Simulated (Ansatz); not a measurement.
# Geometry relaxation, with input and output: Si (part 2 of 2)

The same run, continued: Si (defect cell, 33 atoms in the cell); DFT PBEsol, scalar-relativistic, plane waves, PAW, no spin polarisation (Ansatz 0.2.0); cutoff 420 eV, 3×3×3 k-mesh, Gaussian smearing of 0.02 eV. The structure derives from a Materials Project entry. It belongs to a series of runs on one base structure; here: Si interstitial, charge +0, atoms relaxed at the host's cell.

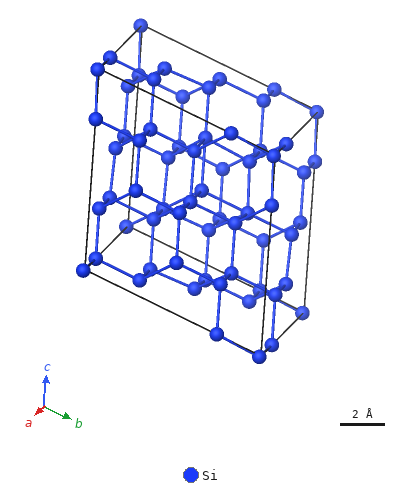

*The geometry at step 3 of the log (ball-and-stick view of the cell of the calculation, seen slightly off an axis).*

Log, continued:
```
--- Forces (eV/Å), atoms counted from 1 ---
  atom   1  Si     0.00521937     0.00489133    -0.00521937
  atom   2  Si    -0.00489133     0.00521937     0.00521937
  atom   3  Si     0.00521937    -0.00521937     0.00489133
  atom   4  Si     0.00489133     0.00521937    -0.00521937
  atom   5  Si     0.01586656     0.01586656     0.01586656
  atom   6  Si    -0.01586656    -0.01586656     0.01586656
  atom   7  Si    -0.01586656     0.01586656    -0.01586656
  atom   8  Si    -0.00489133    -0.00521937    -0.00521937
  atom   9  Si     0.00489133    -0.00521937     0.00521937
  atom  10  Si     0.00521937    -0.00489133     0.00521937
  atom  11  Si     0.01586656    -0.01586656    -0.01586656
  atom  12  Si    -0.00521937    -0.00489133    -0.00521937
  atom  13  Si     0.00521937     0.00521937    -0.00489133
  atom  14  Si    -0.00521937    -0.00521937    -0.00489133
  atom  15  Si    -0.00521937     0.00521937     0.00489133
  atom  16  Si    -0.00521937     0.00489133     0.00521937
  atom  17  Si     0.00000000    -0.00000000     0.00000000
  atom  18  Si    -0.00593807     0.00593807     0.00593807
  atom  19  Si    -0.00000000    -0.00000000     0.00000000
  atom  20  Si    -0.00000000     0.00000000    -0.00000000
  atom  21  Si    -0.00593807    -0.00593807    -0.00593807
  atom  22  Si    -0.00000000     0.00000000    -0.01755569
  atom  23  Si     0.00000000    -0.01755569    -0.00000000
  atom  24  Si     0.01755569     0.00000000     0.00000000
  atom  25  Si    -0.00000000    -0.00000000     0.00000000
  atom  26  Si     0.00593807    -0.00593807     0.00593807
  atom  27  Si    -0.01755569    -0.00000000     0.00000000
  atom  28  Si    -0.00000000     0.01755569    -0.00000000
  atom  29  Si     0.00593807     0.00593807    -0.00593807
  atom  30  Si    -0.00000000    -0.00000000     0.01755569
  atom  31  Si    -0.00000000     0.00000000    -0.00000000
  atom  32  Si    -0.00000000    -0.00000000    -0.00000000
  atom  33  Si     0.00000000    -0.00000000     0.00000000
  max |Σ_I F_I| component: 7.86e-17 eV/Å
--- Band table (eV) ---
  k-point 0: bands = ["-6.0746", "-4.6483", "-3.8577", "-3.8577", "-3.8577", "-3.5583", "-3.5583", "-3.5583", "-3.5022", "-3.5022", "-3.4527", "-3.4527", "-3.4527", "-1.7212", "-1.5630", "-1.5630", "-1.5630", "-1.4395", "-1.4395", "0.0346", "0.6025", "0.6025", "0.6025", "0.8183", "0.8183", "0.8183", "0.8808", "0.8808", "0.9465", "0.9465", "0.9465", "1.2049", "2.2593", "2.2593", "2.2593", "2.5276", "2.5276", "2.5276", "2.5919", "2.5919", "2.6292", "2.6292", "2.6292", "3.2725", "3.2725", "3.2725", "3.5723", "3.5723", "3.5723", "4.8129", "4.8129", "4.8129", "4.8391", "4.8391", "5.0481", "5.0481", "5.0481", "5.1314", "5.1446", "5.1446", "5.1446", "5.1751", "6.3125", "6.3125", "6.3125", "6.7429", "6.7429", "6.7429", "6.9665", "6.9665", "7.6947", "7.6947", "7.6947", "8.0330", "8.6831", "8.6831", "8.6831", "8.7083", "8.7083", "8.7908", "8.7908", "8.7908", "8.8454", "8.8454", "8.8454", "9.5690", "10.2675", "10.4636", "10.4636", "10.4636", "10.8525", "10.8525", "11.1398", "11.1398", "11.1398", "11.1869", "11.1869", "11.1869", "11.2178"]
  k-point 1: bands = ["-5.9412", "-4.9468", "-4.3423", "-4.1483", "-4.0737", "-3.9396", "-3.4905", "-3.3933", "-3.1176", "-3.0562", "-2.8676", "-2.8307", "-2.7065", "-2.6248", "-2.3646", "-1.6611", "-1.3341", "-0.9062", "-0.4701", "-0.3315", "-0.2711", "-0.1924", "-0.1658", "-0.1041", "0.4943", "0.6448", "0.7145", "0.8996", "1.0813", "1.0849", "1.4632", "1.9856", "2.1784", "2.5135", "2.5500", "2.6396", "2.7236", "2.7568", "2.7872", "3.0604", "3.1313", "3.2011", "3.3173", "3.5270", "3.6265", "3.7912", "3.8919", "3.8923", "3.9294", "3.9461", "3.9644", "4.2027", "4.2355", "4.3374", "4.3722", "4.4599", "4.7075", "4.8949", "4.9544", "5.0658", "5.0965", "5.3950", "5.7900", "5.8581", "6.2321", "7.0909", "7.3164", "7.3440", "7.5665", "7.7614", "7.8488", "8.0975", "8.2455", "8.5359", "8.7493", "8.7943", "8.8651", "8.9015", "8.9856", "9.0404", "9.0587", "9.0648", "9.1752", "9.2393", "9.2544", "9.3294", "9.5152", "9.5359", "9.6638", "9.7022", "9.8270", "9.8630", "9.9569", "10.0296", "10.0581", "10.0804", "10.1094", "10.3219", "10.4222"]
  k-point 2: bands = ["-5.8520", "-4.8841", "-4.8841", "-4.3352", "-3.9204", "-3.5179", "-3.5179", "-3.2458", "-3.2055", "-3.2055", "-2.6830", "-2.5438", "-2.5438", "-2.3680", "-2.3680", "-2.2961", "-1.1707", "-0.5349", "-0.5349", "-0.5054", "-0.3929", "-0.3929", "-0.2917", "-0.2399", "-0.2399", "0.6275", "0.8592", "0.8592", "0.8753", "1.3696", "2.0656", "2.0656", "2.4117", "2.4117", "2.4266", "2.5489", "2.8361", "2.8361", "2.9854", "3.1955", "3.3134", "3.3134", "3.4650", "3.4650", "3.5283", "3.6592", "3.6592", "3.7667", "3.7667", "3.7933", "3.9833", "3.9833", "4.1884", "4.4876", "4.4876", "4.6547", "5.0820", "5.0820", "5.2116", "5.3100", "5.3100", "5.3278", "5.4659", "5.4659", "5.8557", "7.3160", "7.3489", "7.3489", "7.8096", "7.8344", "7.8344", "8.0508", "8.0667", "8.0667", "8.2276", "8.3095", "8.3095", "8.5210", "8.5874", "8.5874", "8.9970", "8.9970", "9.0409", "9.3010", "9.5298", "9.5298", "9.6894", "9.6894", "9.9649", "10.0981", "10.0981", "10.2731", "10.3420", "10.3420", "10.4423", "10.4750", "10.4750", "10.5687", "10.5687"]
  k-point 3: bands = ["-5.8461", "-4.8712", "-4.4784", "-4.4784", "-4.3316", "-3.7774", "-3.5567", "-3.4444", "-3.4444", "-3.3762", "-2.3364", "-2.1632", "-2.1632", "-2.0050", "-1.5177", "-1.4285", "-1.4285", "-1.3174", "-1.2561", "-0.6457", "-0.6457", "-0.6405", "-0.4917", "-0.3476", "-0.3452", "-0.3452", "0.9697", "1.3067", "1.8802", "1.8802", "2.1456", "2.1582", "2.3577", "2.3577", "2.4102", "2.4232", "2.5792", "2.5792", "2.7405", "2.9064", "3.2417", "3.2417", "3.2954", "3.4959", "3.7231", "3.7231", "4.0355", "4.0355", "4.0648", "4.2459", "4.3292", "4.4582", "4.4582", "4.4746", "4.5582", "4.6515", "4.6515", "4.7693", "5.0551", "5.0660", "5.0660", "5.1439", "5.1439", "5.2013", "5.8276", "7.0611", "7.4718", "7.6926", "7.6926", "7.9928", "8.0672", "8.0890", "8.0890", "8.2502", "8.3540", "8.4854", "8.4854", "8.5616", "9.0054", "9.0393", "9.0880", "9.0880", "9.2676", "9.4813", "9.5670", "9.5670", "9.5815", "9.6623", "9.7434", "9.7434", "9.8380", "9.8740", "9.8740", "9.9123", "9.9583", "10.2888", "10.5199", "10.5749", "10.5749"]
--- Relaxed structure (4 steps of the walk, 4 accepted, 0 SCFs on fresh bases) ---
  F+E_penalty+E_count = -20505.92479164 eV   max|allowed force component| = 1.756e-2 eV/Å
  atoms:
    - { symbol: Si, position: [0.24880127172080424, 0.5, -0.0006533456801183501] }
    - { symbol: Si, position: [0.2505453825990774, 0.7511987282791958, 0.7511987282791958] }
    - { symbol: Si, position: [0.24880127172080424, -0.0006533456801183501, 0.5] }
    - { symbol: Si, position: [0.5, 0.24880127172080424, -0.0006533456801183501] }
    - { symbol: Si, position: [0.2367511570464974, 0.2367511570464974, 0.2367511570464974] }
    - { symbol: Si, position: [0.5, 0.5, 0.7632488429535026] }
    - { symbol: Si, position: [0.5, 0.7632488429535026, 0.5] }
    - { symbol: Si, position: [0.7494546174009226, 0.0006533456801184889, 0.0006533456801184889] }
    - { symbol: Si, position: [0.5, -0.0006533456801183501, 0.24880127172080424] }
    - { symbol: Si, position: [0.7511987282791958, 0.2505453825990774, 0.7511987282791958] }
    - { symbol: Si, position: [0.7632488429535026, 0.5, 0.5] }
    - { symbol: Si, position: [0.0006533456801184889, 0.7494546174009226, 0.0006533456801184889] }
    - { symbol: Si, position: [0.7511987282791958, 0.7511987282791958, 0.2505453825990774] }
    - { symbol: Si, position: [0.0006533456801184889, 0.0006533456801184889, 0.7494546174009226] }
    - { symbol: Si, position: [-0.0006533456801183501, 0.24880127172080424, 0.5] }
    - { symbol: Si, position: [-0.0006533456801183501, 0.5, 0.24880127172080424] }
    - { symbol: Si, position: [0.0, 0.24999999999999997, 0.7499999999999999] }
    - { symbol: Si, position: [0.011744962337510156, 0.4999999999999999, 0.4999999999999999] }
    - { symbol: Si, position: [0.0, 0.7499999999999999, 0.24999999999999997] }
    - { symbol: Si, position: [0.24999999999999997, 0.0, 0.7499999999999999] }
    - { symbol: Si, position: [-0.011744962337510156, -0.011744962337510156, -0.011744962337510156] }
    - { symbol: Si, position: [0.24886898375559405, 0.24886898375559405, 0.49999999999999994] }
    - { symbol: Si, position: [0.24886898375559405, 0.49999999999999994, 0.24886898375559405] }
    - { symbol: Si, position: [0.49999999999999994, 0.7511310162444058, 0.7511310162444058] }
    - { symbol: Si, position: [0.24999999999999997, 0.7499999999999999, 0.0] }
    - { symbol: Si, position: [0.4999999999999999, 0.011744962337510155, 0.4999999999999999] }
    - { symbol: Si, position: [0.49999999999999994, 0.24886898375559405, 0.24886898375559405] }
    - { symbol: Si, position: [0.7511310162444058, 0.49999999999999994, 0.7511310162444058] }
    - { symbol: Si, position: [0.4999999999999999, 0.4999999999999999, 0.011744962337510155] }
    - { symbol: Si, position: [0.7511310162444058, 0.7511310162444058, 0.49999999999999994] }
    - { symbol: Si, position: [0.7499999999999999, 0.0, 0.24999999999999997] }
    - { symbol: Si, position: [0.7499999999999999, 0.24999999999999997, 0.0] }
    - { symbol: Si, position: [0.49999999999999994, 0.49999999999999994, 0.49999999999999994] }
```

Trajectory as extended XYZ (Å, eV, eV/Å), 4 frames, from step=1 to step=4:
```
33
Lattice="-5.4338 5.4338 5.4338 5.4338 -5.4338 5.4338 5.4338 5.4338 -5.4338" Properties=species:S:1:pos:R:3:forces:R:3 step=1 energy=-20505.55770
Si    1.3585   -1.3585    4.0754   -0.1419  -0.0124   0.1419
Si    6.7923    1.3585    1.3585    0.0124  -0.1419  -0.1419
Si    1.3585    4.0754   -1.3585   -0.1419   0.1419  -0.0124
Si   -1.3585    1.3585    4.0754   -0.0124  -0.1419   0.1419
Si    1.3585    1.3585    1.3585   -0.6768  -0.6768  -0.6768
Si    4.0754    4.0754    1.3585    0.6768   0.6768  -0.6768
Si    4.0754    1.3585    4.0754    0.6768  -0.6768   0.6768
Si   -4.0754    4.0754    4.0754    0.0124   0.1419   0.1419
Si   -1.3585    4.0754    1.3585   -0.0124   0.1419  -0.1419
Si    1.3585    6.7923    1.3585   -0.1419   0.0124  -0.1419
Si    1.3585    4.0754    4.0754   -0.6768   0.6768   0.6768
Si    4.0754   -4.0754    4.0754    0.1419   0.0124   0.1419
Si    1.3585    1.3585    6.7923   -0.1419  -0.1419   0.0124
Si    4.0754    4.0754   -4.0754    0.1419   0.1419   0.0124
Si    4.0754    1.3585   -1.3585    0.1419  -0.1419  -0.0124
Si    4.0754   -1.3585    1.3585    0.1419  -0.0124  -0.1419
Si    5.4338    2.7169   -2.7169    0.0000   0.0000   0.0000
Si    5.4338    0.0000    0.0000   -0.2325   0.2325   0.2325
Si    5.4338   -2.7169    2.7169    0.0000   0.0000   0.0000
Si    2.7169    5.4338   -2.7169    0.0000   0.0000   0.0000
Si    0.0000    0.0000    0.0000   -0.2325  -0.2325  -0.2325
Si    2.7169    2.7169    0.0000    0.0000   0.0000  -0.4103
Si    2.7169    0.0000    2.7169    0.0000  -0.4103   0.0000
Si    5.4338    2.7169    2.7169    0.4103   0.0000   0.0000
Si    2.7169   -2.7169    5.4338    0.0000   0.0000   0.0000
Si    0.0000    5.4338    0.0000    0.2325  -0.2325   0.2325
Si    0.0000    2.7169    2.7169   -0.4103   0.0000   0.0000
Si    2.7169    5.4338    2.7169    0.0000   0.4103   0.0000
Si    0.0000    0.0000    5.4338    0.2325   0.2325  -0.2325
Si    2.7169    2.7169    5.4338    0.0000   0.0000   0.4103
Si   -2.7169    5.4338    2.7169    0.0000   0.0000   0.0000
Si   -2.7169    2.7169    5.4338    0.0000   0.0000   0.0000
Si    2.7169    2.7169    2.7169    0.0000   0.0000   0.0000
33
Lattice="-5.4338 5.4338 5.4338 5.4338 -5.4338 5.4338 5.4338 5.4338 -5.4338" Properties=species:S:1:pos:R:3:forces:R:3 step=2 energy=-20505.86183
Si    1.3557   -1.3687    4.0782   -0.0239   0.0114   0.0239
Si    6.8026    1.3557    1.3557   -0.0114  -0.0239  -0.0239
Si    1.3557    4.0782   -1.3687   -0.0239   0.0239   0.0114
Si   -1.3687    1.3557    4.0782    0.0114  -0.0239   0.0239
Si    1.3222    1.3222    1.3222   -0.2923  -0.2923  -0.2923
Si    4.1116    4.1116    1.3222    0.2923   0.2923  -0.2923
Si    4.1116    1.3222    4.1116    0.2923  -0.2923   0.2923
Si   -4.0651    4.0782    4.0782   -0.0114   0.0239   0.0239
Si   -1.3687    4.0782    1.3557    0.0114   0.0239  -0.0239
Si    1.3557    6.8026    1.3557   -0.0239  -0.0114  -0.0239
Si    1.3222    4.1116    4.1116   -0.2923   0.2923   0.2923
Si    4.0782   -4.0651    4.0782    0.0239  -0.0114   0.0239
Si    1.3557    1.3557    6.8026   -0.0239  -0.0239  -0.0114
Si    4.0782    4.0782   -4.0651    0.0239   0.0239  -0.0114
Si    4.0782    1.3557   -1.3687    0.0239  -0.0239   0.0114
Si    4.0782   -1.3687    1.3557    0.0239   0.0114  -0.0239
Si    5.4338    2.7169   -2.7169    0.0000   0.0000   0.0000
Si    5.3977    0.0362    0.0362   -0.0494   0.0494   0.0494
Si    5.4338   -2.7169    2.7169    0.0000   0.0000   0.0000
Si    2.7169    5.4338   -2.7169    0.0000   0.0000   0.0000
Si   -0.0362   -0.0362   -0.0362   -0.0494  -0.0494  -0.0494
Si    2.7169    2.7169   -0.0191    0.0000   0.0000  -0.1167
Si    2.7169   -0.0191    2.7169    0.0000  -0.1167   0.0000
Si    5.4529    2.7169    2.7169    0.1167   0.0000   0.0000
Si    2.7169   -2.7169    5.4338    0.0000   0.0000   0.0000
Si    0.0362    5.3977    0.0362    0.0494  -0.0494   0.0494
Si   -0.0191    2.7169    2.7169   -0.1167   0.0000   0.0000
Si    2.7169    5.4529    2.7169    0.0000   0.1167   0.0000
Si    0.0362    0.0362    5.3977    0.0494   0.0494  -0.0494
Si    2.7169    2.7169    5.4529    0.0000   0.0000   0.1167
Si   -2.7169    5.4338    2.7169    0.0000   0.0000   0.0000
Si   -2.7169    2.7169    5.4338    0.0000   0.0000   0.0000
Si    2.7169    2.7169    2.7169    0.0000   0.0000   0.0000
33
Lattice="-5.4338 5.4338 5.4338 5.4338 -5.4338 5.4338 5.4338 5.4338 -5.4338" Properties=species:S:1:pos:R:3:forces:R:3 step=3 energy=-20505.92382
Si    1.3603   -1.3701    4.0735   -0.0069   0.0083   0.0069
Si    6.8039    1.3603    1.3603   -0.0083  -0.0069  -0.0069
Si    1.3603    4.0735   -1.3701   -0.0069   0.0069   0.0083
Si   -1.3701    1.3603    4.0735    0.0083  -0.0069   0.0069
Si    1.2929    1.2929    1.2929   -0.0389  -0.0389  -0.0389
Si    4.1410    4.1410    1.2929    0.0389   0.0389  -0.0389
Si    4.1410    1.2929    4.1410    0.0389  -0.0389   0.0389
Si   -4.0638    4.0735    4.0735   -0.0083   0.0069   0.0069
Si   -1.3701    4.0735    1.3603    0.0083   0.0069  -0.0069
Si    1.3603    6.8039    1.3603   -0.0069  -0.0083  -0.0069
Si    1.2929    4.1410    4.1410   -0.0389   0.0389   0.0389
Si    4.0735   -4.0638    4.0735    0.0069  -0.0083   0.0069
Si    1.3603    1.3603    6.8039   -0.0069  -0.0069  -0.0083
Si    4.0735    4.0735   -4.0638    0.0069   0.0069  -0.0083
Si    4.0735    1.3603   -1.3701    0.0069  -0.0069   0.0083
Si    4.0735   -1.3701    1.3603    0.0069   0.0083  -0.0069
Si    5.4338    2.7169   -2.7169    0.0000   0.0000   0.0000
Si    5.3732    0.0606    0.0606    0.0040  -0.0040  -0.0040
Si    5.4338   -2.7169    2.7169    0.0000   0.0000   0.0000
Si    2.7169    5.4338   -2.7169    0.0000   0.0000   0.0000
Si   -0.0606   -0.0606   -0.0606    0.0040   0.0040   0.0040
Si    2.7169    2.7169   -0.0188    0.0000   0.0000   0.0150
Si    2.7169   -0.0188    2.7169    0.0000   0.0150   0.0000
Si    5.4526    2.7169    2.7169   -0.0150   0.0000   0.0000
Si    2.7169   -2.7169    5.4338    0.0000   0.0000   0.0000
Si    0.0606    5.3732    0.0606   -0.0040   0.0040  -0.0040
Si   -0.0188    2.7169    2.7169    0.0150   0.0000   0.0000
Si    2.7169    5.4526    2.7169    0.0000  -0.0150   0.0000
Si    0.0606    0.0606    5.3732   -0.0040  -0.0040   0.0040
Si    2.7169    2.7169    5.4526    0.0000   0.0000  -0.0150
Si   -2.7169    5.4338    2.7169    0.0000   0.0000   0.0000
Si   -2.7169    2.7169    5.4338    0.0000   0.0000   0.0000
Si    2.7169    2.7169    2.7169    0.0000   0.0000   0.0000
33
Lattice="-5.4338 5.4338 5.4338 5.4338 -5.4338 5.4338 5.4338 5.4338 -5.4338" Properties=species:S:1:pos:R:3:forces:R:3 step=4 energy=-20505.92479
Si    1.3614   -1.3685    4.0724    0.0052   0.0049  -0.0052
Si    6.8024    1.3614    1.3614   -0.0049   0.0052   0.0052
Si    1.3614    4.0724   -1.3685    0.0052  -0.0052   0.0049
Si   -1.3685    1.3614    4.0724    0.0049   0.0052  -0.0052
Si    1.2865    1.2865    1.2865    0.0159   0.0159   0.0159
Si    4.1474    4.1474    1.2865   -0.0159  -0.0159   0.0159
Si    4.1474    1.2865    4.1474   -0.0159   0.0159  -0.0159
Si   -4.0653    4.0724    4.0724   -0.0049  -0.0052  -0.0052
Si   -1.3685    4.0724    1.3614    0.0049  -0.0052   0.0052
Si    1.3614    6.8024    1.3614    0.0052  -0.0049   0.0052
Si    1.2865    4.1474    4.1474    0.0159  -0.0159  -0.0159
Si    4.0724   -4.0653    4.0724   -0.0052  -0.0049  -0.0052
Si    1.3614    1.3614    6.8024    0.0052   0.0052  -0.0049
Si    4.0724    4.0724   -4.0653   -0.0052  -0.0052  -0.0049
Si    4.0724    1.3614   -1.3685   -0.0052   0.0052   0.0049
Si    4.0724   -1.3685    1.3614   -0.0052   0.0049   0.0052
Si    5.4338    2.7169   -2.7169    0.0000   0.0000   0.0000
Si    5.3700    0.0638    0.0638   -0.0059   0.0059   0.0059
Si    5.4338   -2.7169    2.7169    0.0000   0.0000   0.0000
Si    2.7169    5.4338   -2.7169    0.0000   0.0000   0.0000
Si   -0.0638   -0.0638   -0.0638   -0.0059  -0.0059  -0.0059
Si    2.7169    2.7169   -0.0123    0.0000   0.0000  -0.0176
Si    2.7169   -0.0123    2.7169    0.0000  -0.0176   0.0000
Si    5.4461    2.7169    2.7169    0.0176   0.0000   0.0000
Si    2.7169   -2.7169    5.4338    0.0000   0.0000   0.0000
Si    0.0638    5.3700    0.0638    0.0059  -0.0059   0.0059
Si   -0.0123    2.7169    2.7169   -0.0176   0.0000   0.0000
Si    2.7169    5.4461    2.7169    0.0000   0.0176   0.0000
Si    0.0638    0.0638    5.3700    0.0059   0.0059  -0.0059
Si    2.7169    2.7169    5.4461    0.0000   0.0000   0.0176
Si   -2.7169    5.4338    2.7169    0.0000   0.0000   0.0000
Si   -2.7169    2.7169    5.4338    0.0000   0.0000   0.0000
Si    2.7169    2.7169    2.7169    0.0000   0.0000   0.0000
```

Results in brief:

| quantity | value |
| --- | --- |
| outcome | converged |
| electrons treated | 132 |
| free energy | −20505.9248 eV |
| Fermi energy | 7.304 eV |
| gap on the k-point mesh | none (metallic) |
| final volume | 641.77 Å³ |
| largest force (length of the vector) at the end | 0.027 eV/Å |
| hardware | 4 threads of Arm Neoverse V2, 24 GiB of memory available, shared host |
| wall time | 36 s (CPU time 2.1 min) |
| peak memory | 1.3 GiB |
